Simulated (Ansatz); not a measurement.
## Electronic structure of Zn$_{5}$S$_{6}$ (slab) in real space

The calculation's input:

```
crystal:
  lattice:
    - [3.8488726981, 0.0, 0.0]
    - [0.0, 3.8488726981, 0.0]
    - [0.0, 0.0, 28.6078199237]
  atoms:
    - { symbol: S, position: [0.0, 0.5, 0.2621660798] }
    - { symbol: Zn, position: [0.5, 0.5, 0.3097328638] }
    - { symbol: S, position: [0.5, 0.0, 0.3572996479] }
    - { symbol: Zn, position: [0.0, 0.0, 0.4048664319] }
    - { symbol: S, position: [0.0, 0.5, 0.452433216] }
    - { symbol: Zn, position: [0.5, 0.5, 0.5] }
    - { symbol: S, position: [0.5, 0.0, 0.547566784] }
    - { symbol: Zn, position: [0.0, 0.0, 0.5951335681] }
    - { symbol: S, position: [0.0, 0.5, 0.6427003521] }
    - { symbol: Zn, position: [0.5, 0.5, 0.6902671362] }
    - { symbol: S, position: [0.5, 0.0, 0.7378339202] }
basis:
  ecutwfc: 420
kpoints:
  mp_grid: { grid: [7, 7, 1] }
hamiltonian:
  xc: pbe
scf:
  occupations: { method: gaussian, width: 0.05 }
output:
  forces: true
  eigenvalues: true
  write_density: true
  write_potential: true
  elf: true
  volumetric_format: npy
relax:
  adjacent_minimum: "off"
  f_tol: 0.02
  max_steps: 60
efield:
  axis: 3
  dipole_correction: true
  ramp_width: 0.04
```

Command:

```sh
ansatz run input.yaml --threads 1 --pin off --max-ram 2560MiB --backend cpu --events-out ev --progress --plain --runs-dir out
```

The fields are those of the run's last geometry, not of the input's.

Computed with Ansatz, DFT PBE, scalar-relativistic, plane waves, PAW.

The density is the valence pseudo-density of a PAW calculation; it isn't the true density close to the nuclei.

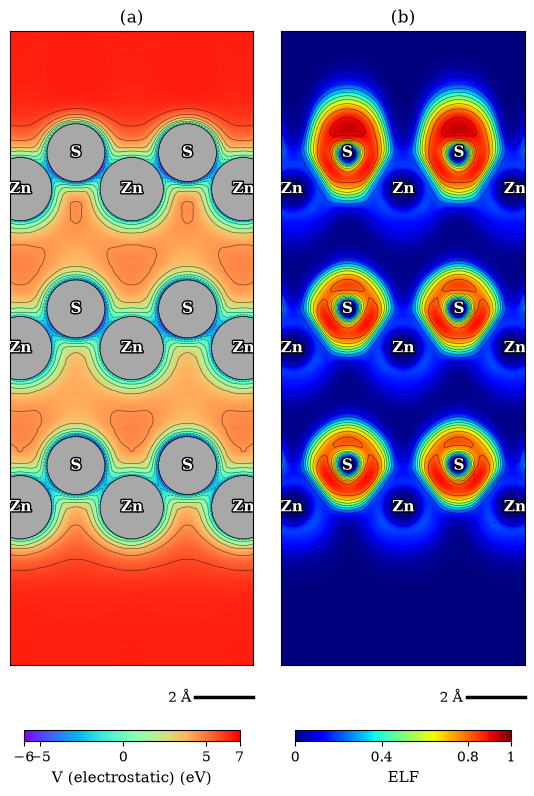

Figure 1. (a) electrostatic potential energy of an electron; (b) ELF on the (100) plane of the calculation cell, a cut from vacuum to vacuum. Grey discs cover the atomic cores in the potential map.

Describe what can be read from this map.

Atoms in the plane: Zn and S. Zn–S (2.30 Å): the ELF peaks at about 0.90 in the valence shell of S, 0.8 Å from its nucleus, and is about 0.60 at the midpoint. Zn–S (2.35 Å): the ELF peaks at about 0.90 in the valence shell of S, 0.8 Å from its nucleus, and is about 0.55 at the midpoint. Zn–S (2.40 Å): the ELF peaks at about 0.90 in the valence shell of S, 0.8 Å from its nucleus, and is about 0.55 at the midpoint. The ELF also peaks beside S, away from the bonds: lone-pair regions. Outside the cores the potential energy rises away from the atoms and is highest in the vacuum; its zero is arbitrary.

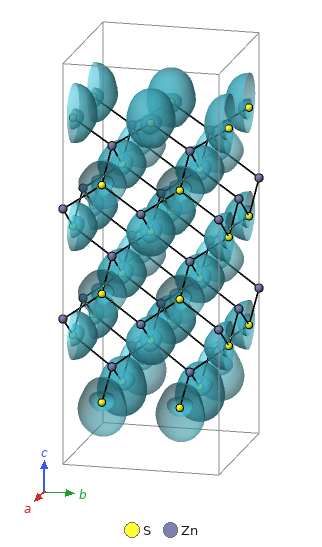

Figure 2. Isosurface of the ELF at 0.7 (cyan), seen slightly off an axis. Only the valence region is drawn (cores and ρ < 0.01 e/Å³ removed). Sticks mark near contacts.

Where are the electrons localised?

At this value the surface marks out six regions wrapped around S (the valence shell of each), counted in one cell of 11 atoms. Counts are for one cell; the picture repeats the cell along the surface.

Does the calculation give a band gap?

It is gapless in this calculation (a metal or semimetal).
